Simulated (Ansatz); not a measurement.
# GaP: what the fields show

```yaml
crystal:
  lattice:
    - [3.80120, 0.00000, 0.00000]
    - [-1.90060, 3.29194, 0.00000]
    - [0.00000, 0.00000, 18.95093]
  atoms:
    - { symbol: Ga, position: [0.33333, 0.66667, 0.10257] }
    - { symbol: Ga, position: [0.00000, 0.00000, 0.43590] }
    - { symbol: Ga, position: [0.66667, 0.33333, 0.76923] }
    - { symbol: Ga, position: [0.33333, 0.66667, 0.23077] }
    - { symbol: Ga, position: [0.00000, 0.00000, 0.56410] }
    - { symbol: Ga, position: [0.66667, 0.33333, 0.89743] }
    - { symbol: P, position: [0.00000, 0.00000, 0.05777] }
    - { symbol: P, position: [0.66667, 0.33333, 0.39110] }
    - { symbol: P, position: [0.33333, 0.66667, 0.72444] }
    - { symbol: P, position: [0.66667, 0.33333, 0.27556] }
    - { symbol: P, position: [0.33333, 0.66667, 0.60890] }
    - { symbol: P, position: [0.00000, 0.00000, 0.94223] }
```

Space group R-3m; a structure from a database of computed crystals, not necessarily the ambient phase; changed on purpose from its base cell (volume × 0.94, shape and atoms relaxed); computed pressure about 5 GPa in this cell.

The calculation used DFT PBE, scalar-relativistic, plane waves, PAW (Ansatz 0.2.0).

In a PAW calculation such maps are meaningful between the atoms, not at the nuclei.

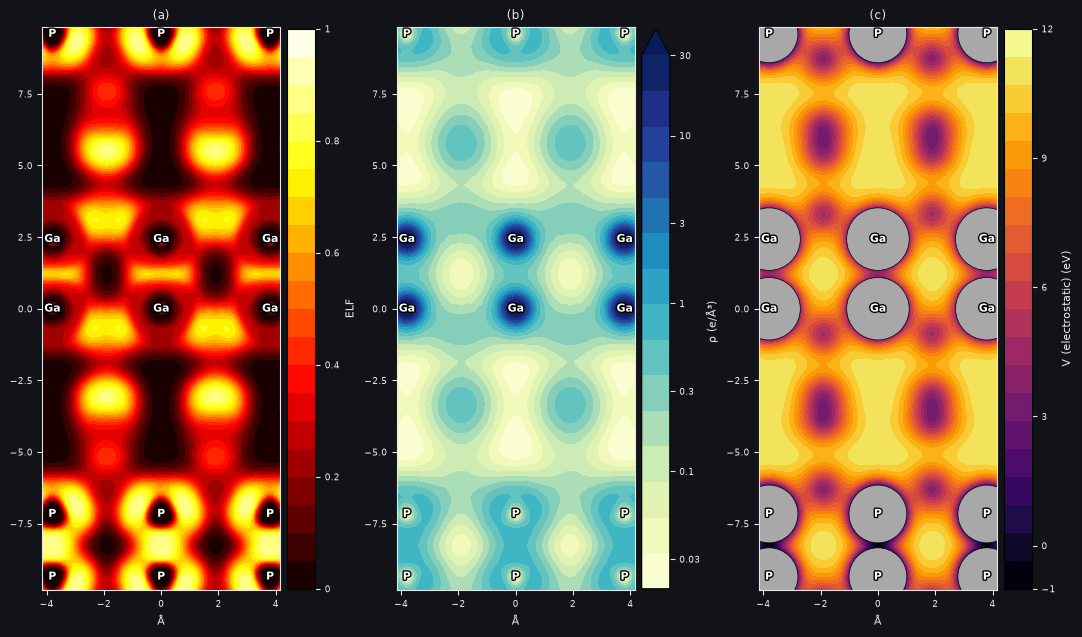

Figure 1. (a) ELF; (b) valence charge density (pseudo); (c) electrostatic potential (local pseudopotential plus Hartree) felt by an electron on the (010) plane of the conventional cell. Grey discs cover the atomic cores in the potential map.

Q: Read the bonding off the picture.

A: The section cuts through Ga and P sites. P–P (2.19 Å): ρ is about 0.79 e/Å³ halfway; the ELF peaks at about 0.90 between the atoms, as expected for a shared electron pair. Ga–Ga (2.43 Å): ρ is about 0.45 e/Å³ halfway; the ELF peaks at about 0.70 between the atoms. Between the atoms the lowest density in this plane is 0.02 e/Å³. Outside the cores the potential energy rises away from the atoms and is highest about 2.3 Å from the nearest atoms; its zero is arbitrary.

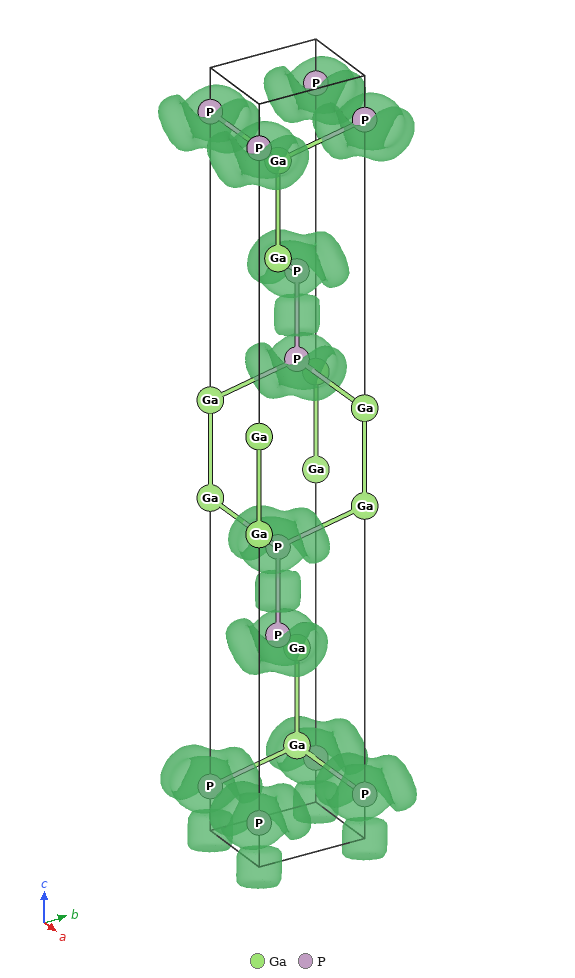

Figure 2. Isosurface of the ELF at 0.75 (green), seen slightly off an axis. Only the valence region is drawn (cores and ρ < 0.01 e/Å³ removed). Sticks mark near contacts.

Q: What do the ELF domains correspond to?

A: The surface consists of three regions between bonded P–P atoms (shared pairs) and six regions on P in which the atom's valence shell and bonds are merged, counted in one cell of 12 atoms. Any copies at cell faces, edges or corners count once. Profiles from the grid: Ga–P (2.35 Å): the ELF peaks at about 0.95 in the valence shell of P, 0.9 Å from its nucleus, and is about 0.75 at the midpoint.

Q: Does the calculation give a band gap?

A: It is gapped, with a Kohn–Sham gap of 0.85 eV on the k-point mesh (the band edges may lie off the mesh, which would make the gap smaller).
